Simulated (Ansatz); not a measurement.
## B24N25: single-point calculation (part 2 of 2)

The same run, continued: B24N25 (defect cell, 49 atoms in the cell); DFT PBE, scalar-relativistic, plane waves, PAW, spin-polarised (Ansatz 0.2.0); cutoff 420 eV, 2×2×2 k-mesh, Gaussian smearing of 0.05 eV, collinear spins. The structure derives from a Materials Project entry.

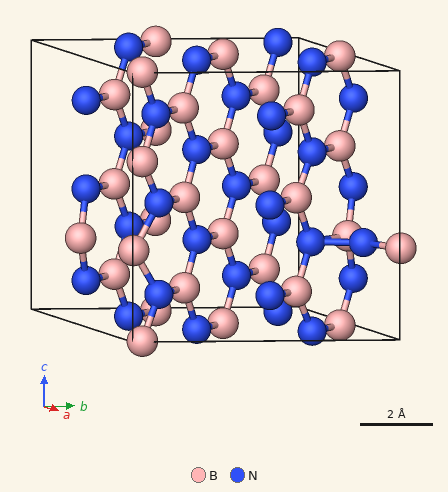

*The input geometry (ball-and-stick view of the cell of the calculation, seen slightly off an axis). An atom can appear more than once, as a periodic image.*

## The program's output, continued
```
--- Forces (eV/Å), atoms counted from 1 ---
  atom   1  B     -0.01443665     0.00540421     0.00877370
  atom   2  B      0.00570604    -0.00499387    -0.01221414
  atom   3  B     -0.00009850    -0.00026084    -0.00100309
  atom   4  B     -0.00144027    -0.00079632     0.00149556
  atom   5  B     -0.00118031    -0.00163479     0.00096335
  atom   6  B      0.00086077    -0.00100663    -0.00230183
  atom   7  B      0.00273256    -0.00424606     0.00102114
  atom   8  B      0.00308477     0.00015145     0.00402827
  atom   9  B     -0.00079869     0.00081818    -0.00270303
  atom  10  B     -0.00112522    -0.00147624    -0.00110140
  atom  11  B      0.00258285     0.00282890     0.00033111
  atom  12  B     -0.00413726     0.00120920     0.00017983
  atom  13  B     -0.00032699    -0.00019840     0.00083783
  atom  14  B     -0.00030676     0.00463864     0.00128681
  atom  15  B      0.00665616    -0.00206684     0.00163714
  atom  16  B      0.00125786    -0.00037877     0.00226982
  atom  17  B      0.00123030    -0.00118925     0.00147811
  atom  18  B      0.00078171    -0.00071687     0.00098131
  atom  19  B      0.00092523    -0.00063587    -0.00112697
  atom  20  B      0.00121697    -0.00045214    -0.00032548
  atom  21  B     -0.00308348     0.00312494     0.00049623
  atom  22  B     -0.00214075    -0.00286844     0.00303116
  atom  23  B     -0.00023160     0.00110080    -0.00035460
  atom  24  B     -0.00336228    -0.00228452     0.00144705
  atom  25  N      0.00129664    -0.00172714     0.00144460
  atom  26  N      0.00116392    -0.00347199    -0.00296599
  atom  27  N     -0.00645385     0.00226560    -0.00242978
  atom  28  N      0.00159267    -0.00019991     0.00242020
  atom  29  N     -0.00127480     0.00135524    -0.00017990
  atom  30  N     -0.00177157     0.00161395    -0.00158344
  atom  31  N      0.00128551     0.00168411     0.00096550
  atom  32  N      0.00186992     0.00114739    -0.00062060
  atom  33  N     -0.00371461     0.00584492     0.00103875
  atom  34  N      0.00153048    -0.00217820     0.00028377
  atom  35  N      0.00012533    -0.00123432     0.00115557
  atom  36  N     -0.00094145     0.00230224    -0.00225296
  atom  37  N     -0.01540054     0.01226589    -0.02087046
  atom  38  N      0.00729027     0.00039220    -0.00419247
  atom  39  N      0.00254530    -0.00107560    -0.00369592
  atom  40  N      0.00036652    -0.00067269    -0.00091853
  atom  41  N     -0.00443164     0.00287192    -0.00132231
  atom  42  N      0.00363193    -0.00005317     0.00080560
  atom  43  N     -0.00027162     0.00039241    -0.00337020
  atom  44  N     -0.00287515     0.00199155    -0.00049381
  atom  45  N      0.00034251    -0.00662940    -0.00710275
  atom  46  N     -0.00001327     0.00165555     0.00299993
  atom  47  N     -0.00139683     0.00167673     0.00127871
  atom  48  N      0.00201516    -0.00172770    -0.00085806
  atom  49  N      0.01913702    -0.01256833     0.03133160
  max |Σ_I F_I| component: 1.43e-5 eV/Å
--- Band table (eV; the first three rows and the last of 16) ---
  k-point 0 ↑: bands = ["-14.3679", "-11.8084", "-11.2823", "-10.8084", "-10.6579", "-10.5783", "-10.3267", "-10.2403", "-10.0242", "-9.8264", "-9.8008", "-9.5532", "-9.5428", "-9.4850", "-9.0699", "-9.0047", "-8.9713", "-8.9389", "-8.8953", "-8.4271", "-8.3139", "-8.2995", "-7.7430", "-7.7202", "-6.7694", "-3.4900", "-2.8108", "-2.6854", "-2.5209", "-2.1307", "-2.0269", "-1.9520", "-1.9000", "-1.8339", "-1.7333", "-1.5042", "-1.4203", "-1.4129", "-1.3737", "-1.2768", "-1.2610", "-0.9465", "-0.9021", "-0.4319", "-0.1961", "0.0230", "0.0777", "0.2416", "0.7015", "0.7201", "0.9561", "1.0009", "1.0763", "1.1255", "1.3000", "1.3612", "1.4641", "1.5519", "1.6572", "1.7642", "1.8264", "1.8516", "1.9986", "2.0246", "2.0593", "2.0932", "2.1460", "2.1909", "2.2999", "2.4031", "2.4662", "2.5362", "2.6630", "2.6711", "2.7963", "3.0355", "3.1325", "3.2609", "3.3190", "3.6956", "3.7806", "4.0557", "4.0562", "4.2225", "4.2238", "4.3022", "4.3211", "4.3556", "4.4330", "4.7464", "5.0039", "5.0104", "5.1434", "5.3483", "5.6284", "5.6476", "6.1519", "6.2408", "6.4617", "10.0882", "10.1381", "10.4512", "11.1747", "11.2283", "11.6524", "11.8548", "11.9321", "12.0701", "12.0934", "12.2576", "12.2843", "12.4121", "12.4568", "13.2972", "13.6302", "14.0744", "14.1196"]
  k-point 1 ↑: bands = ["-14.3618", "-11.6704", "-11.2673", "-10.9198", "-10.8833", "-10.4519", "-10.4482", "-10.4199", "-10.0077", "-9.9426", "-9.9230", "-9.8328", "-9.6355", "-9.1194", "-8.8372", "-8.7823", "-8.6871", "-8.6135", "-8.4695", "-8.4211", "-8.3020", "-8.2776", "-8.0998", "-8.0278", "-6.8237", "-3.5739", "-3.5318", "-3.0882", "-2.8497", "-2.6594", "-2.5342", "-2.3127", "-2.1603", "-2.0997", "-1.9410", "-1.4839", "-1.3492", "-1.0164", "-0.5186", "-0.2718", "-0.2692", "-0.0417", "-0.0145", "0.1548", "0.1937", "0.2408", "0.3270", "0.4042", "0.4441", "0.5987", "0.6418", "0.6771", "0.6795", "0.8472", "0.8762", "1.0023", "1.4494", "1.4667", "1.5822", "1.6647", "1.6818", "1.8930", "2.1355", "2.1474", "2.1750", "2.1977", "2.2752", "2.3505", "2.4459", "2.5332", "2.5949", "2.8133", "2.9259", "2.9311", "2.9545", "2.9647", "2.9937", "3.0688", "3.3143", "3.3584", "3.4307", "3.5363", "3.6171", "3.7372", "3.7624", "4.1922", "4.2192", "4.4352", "4.5734", "4.7054", "4.8836", "4.9671", "5.2377", "5.5330", "5.5797", "5.7556", "6.0195", "6.0804", "6.2792", "9.9654", "10.5377", "10.6080", "10.7230", "10.9165", "11.0232", "11.3875", "11.5445", "11.6846", "11.8722", "12.1464", "12.5019", "12.6820", "13.2052", "13.2660", "13.8945", "13.9354", "14.1244"]
  k-point 2 ↑: bands = ["-14.3623", "-11.7244", "-11.2873", "-11.0755", "-10.9978", "-10.3852", "-10.2178", "-10.1632", "-9.8349", "-9.6729", "-9.6699", "-9.6016", "-9.5661", "-9.5361", "-9.1017", "-9.0814", "-8.9666", "-8.8502", "-8.6237", "-8.6056", "-8.2030", "-8.1630", "-8.1270", "-8.0461", "-6.7792", "-3.1326", "-3.0074", "-2.4714", "-2.4469", "-2.2008", "-2.0114", "-1.9430", "-1.9054", "-1.8242", "-1.7786", "-1.4366", "-1.3351", "-1.1618", "-1.0929", "-0.9369", "-0.7374", "-0.6256", "-0.3948", "-0.3584", "-0.2059", "-0.2023", "-0.1818", "-0.1507", "-0.1061", "0.0151", "0.3016", "0.3747", "0.3749", "0.4170", "0.6364", "1.0637", "1.3429", "1.5524", "1.7619", "1.9948", "2.0105", "2.0877", "2.1988", "2.2347", "2.3200", "2.3313", "2.3633", "2.4233", "2.5500", "2.6882", "2.7421", "2.7461", "2.8459", "2.8821", "3.0760", "3.2014", "3.3783", "3.5237", "3.7058", "3.7419", "3.7526", "3.8176", "3.8990", "3.9525", "4.0625", "4.2534", "4.3129", "4.3650", "4.5858", "4.6921", "4.8248", "4.8376", "5.2289", "5.3119", "5.6597", "5.8079", "5.8767", "6.2122", "6.2846", "10.0906", "10.6868", "10.7955", "10.9707", "11.3730", "11.5263", "11.5955", "11.6291", "11.9892", "12.2714", "12.6920", "12.7782", "13.0100", "13.0113", "13.2345", "13.3378", "13.4674", "13.7358"]
  k-point 7 ↓: bands = ["-14.0466", "-11.5553", "-11.2025", "-11.0436", "-10.9700", "-10.5203", "-10.5046", "-10.4951", "-9.8497", "-9.8182", "-9.8137", "-9.7356", "-9.6212", "-9.0874", "-8.8161", "-8.7606", "-8.6730", "-8.5997", "-8.5020", "-8.4461", "-8.2619", "-8.2277", "-8.0756", "-7.9949", "-6.4675", "-3.4463", "-3.3943", "-3.1171", "-2.8459", "-2.5929", "-2.5436", "-2.3410", "-2.2094", "-2.0632", "-1.9180", "-1.5028", "-1.3486", "-0.8603", "-0.3617", "-0.2631", "-0.1191", "-0.0448", "0.1737", "0.2066", "0.2648", "0.3854", "0.3918", "0.4403", "0.6586", "0.7138", "0.7197", "0.7513", "0.8368", "0.9188", "0.9471", "1.2519", "1.3280", "1.3904", "1.4130", "1.4424", "1.5736", "1.5860", "1.6714", "1.7554", "1.8160", "1.8658", "2.1693", "2.1769", "2.2670", "2.3325", "2.3625", "2.4297", "2.6385", "2.8365", "2.9536", "3.1157", "3.2736", "3.4328", "3.5008", "3.5825", "3.9897", "4.0896", "4.1527", "4.2546", "4.3071", "4.3541", "4.5161", "4.5877", "4.5999", "4.6637", "4.9595", "5.2263", "5.2894", "5.4050", "5.4684", "5.6383", "5.9003", "6.3457", "7.3283", "9.8037", "10.4482", "10.5746", "10.8379", "10.8876", "11.1407", "11.5027", "11.7838", "11.7900", "12.0231", "12.0651", "12.6512", "13.3798", "14.0465", "14.1529", "14.1626", "14.3335", "14.4361"]
--- Löwdin populations: 49 sites ---
  site symbol       q [e]    m [muB]
     0      B      2.6863    -0.0199
     1      B      2.6467    -0.0161
     2      B      2.5925    -0.0013
     3      B      2.6378     0.0015
     4      B      2.6047     0.0022
     5      B      2.6358    -0.0009
     6      B      2.6086     0.0021
     7      B      2.6337     0.0071
     8      B      2.6011     0.0000
     9      B      2.6316     0.0006
    10      B      2.6378     0.0015
    11      B      2.6068     0.0017
    12      B      2.6301     0.0005
    13      B      2.5930     0.0124
    14      B      2.6086     0.0021
    15      B      2.6250     0.0060
    16      B      2.6011     0.0000
    17      B      2.6313    -0.0005
    18      B      2.6047     0.0022
    19      B      2.6301     0.0005
    20      B      2.5995     0.0002
    21      B      2.6337     0.0072
    22      B      2.6316     0.0006
    23      B      2.5930     0.0125
    24      N      5.3194     0.0032
    25      N      5.3357     0.0083
    26      N      5.3438     0.0069
    27      N      5.3249    -0.0005
    28      N      5.3396     0.0027
    29      N      5.3237     0.0076
    30      N      5.3484    -0.0022
    31      N      5.3149     0.0101
    32      N      5.3552    -0.0007
    33      N      5.3347     0.0160
    34      N      5.3194     0.0032
    35      N      5.3396     0.0027
    36      N      5.1197     0.0125
    37      N      5.3223     0.0991
    38      N      5.3357     0.0083
    39      N      5.3149     0.0101
    40      N      5.3439     0.0069
    41      N      5.3347     0.0160
    42      N      5.3406     0.0011
    43      N      5.3237     0.0077
    44      N      5.3225     0.0984
    45      N      5.3202     0.0046
    46      N      5.3209     0.0007
    47      N      5.3365     0.0083
    48      N      5.0485     0.6420
  spilling = 0.006657 (of n_electrons = 197.000000)
--- Band densities, each state counted as filled ---
  window                                       electrons  max residual (eV)  cut levels
  e_range: [-0.93, -0.32]            2.500000 + 2.000000             4.5e-6           0
  e_range: [0.32, 0.93]              0.000000 + 1.000000             1.1e-4           0
  e_range: [0.3, 0.57]               0.000000 + 1.000000             1.1e-4           0
```

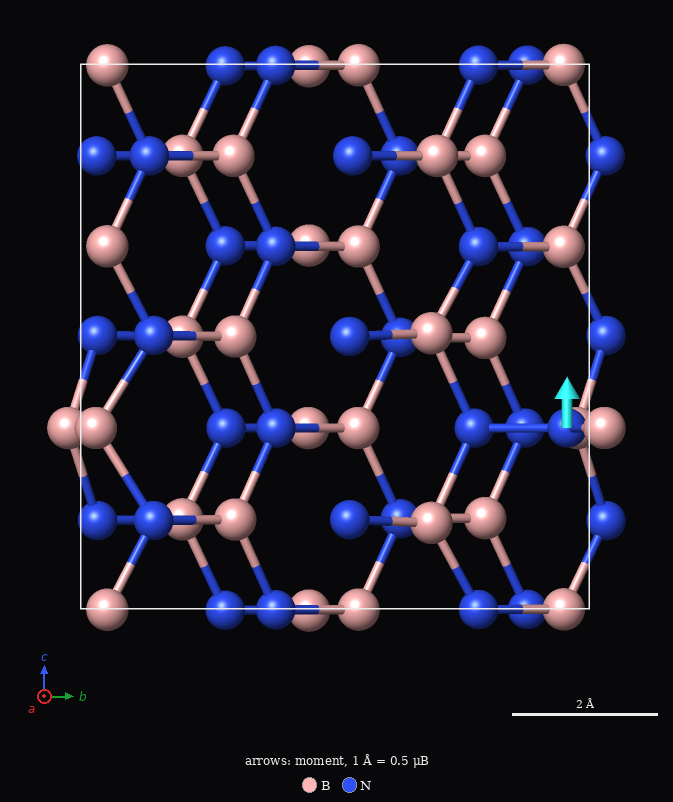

*Magnetic moments of the sites as teal arrows (ball-and-stick view of the cell of the calculation, along the a axis); small moments hardly show. The run is collinear, so the axis drawn is arbitrary.*

Site moments: N49 (0.36 μB); N38, N45 (0.06 μB). They are counted near the atoms and needn't add up to the moment of the cell. Atoms are counted from 1 in the order of the input.

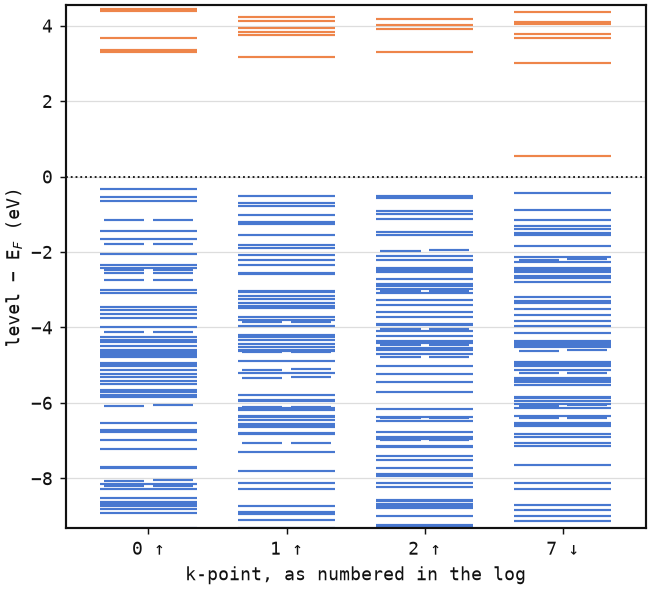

*Kohn–Sham levels near the Fermi level (dotted) at the few k-points that the log prints; levels within 0.02 eV of each other stand side by side.*

Among these points the highest filled and lowest empty levels are 0.87 eV apart; the gap on the full mesh, 0.65 eV, has an edge at a point that isn't printed.

## Summary

- outcome: converged
- electrons treated: 197
- free energy: −13394.9857 eV
- Fermi energy: 6.788 eV
- gap on the k-point mesh: 0.65 eV
- net moment of the cell: 1.00 μB
- integrated absolute moment: 1.10 μB
- largest force (length of the vector): 0.039 eV/Å
- hardware: 4 threads of Arm Neoverse V2, 24 GiB of memory available, shared host
- wall time: 14 s (CPU time 56 s)
- peak memory: 1.6 GiB

Notes on the run: the state was not tested for a lower one.
